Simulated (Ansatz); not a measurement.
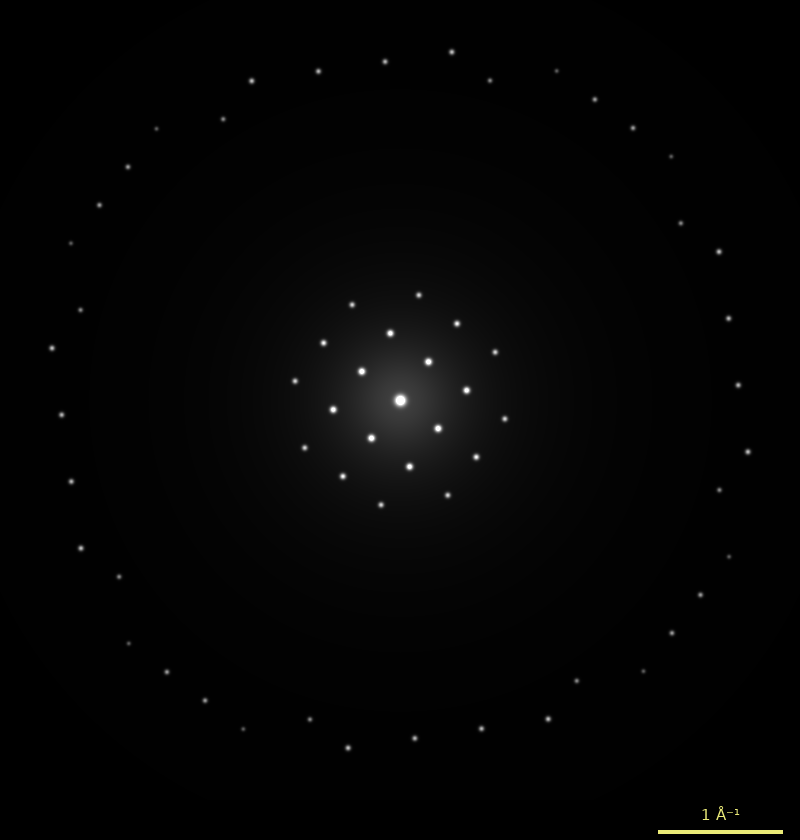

Wide-angle electron diffraction pattern, simulated kinematically at 60 kV (λ = 0.0487 Å, B = 0.2 Å², logarithmic intensity scale). The centre holds the zero-order Laue zone; the ring outside it is the first higher-order Laue zone that is excited.

Crystal: Eu, space group Fm-3m (No. 225), a = 5.18 Å, zone axis [001]. Structure: the end point of a relaxation with DFT, LDA (PW92), plane waves (420 eV) with PAW, scalar-relativistic in Ansatz; the starting structure was generated, so it need not be a known form of this composition.

Question: What radius does the first ring have, and which layer is it?

Answer: The repeat along [001] is 5.183 Å. The first occupied layer is hu + kv + lw = 1, H = 1/5.183 = 0.1929 Å⁻¹ above the zero layer, and the ring has radius G ≈ (2H/λ)^½ = 2.81 Å⁻¹.

Question: What symmetry do the zero layer and the whole pattern have?

Answer: Zero layer: 4mm. With the outer ring, and with Friedel's law holding in this kinematic picture: 4mm.
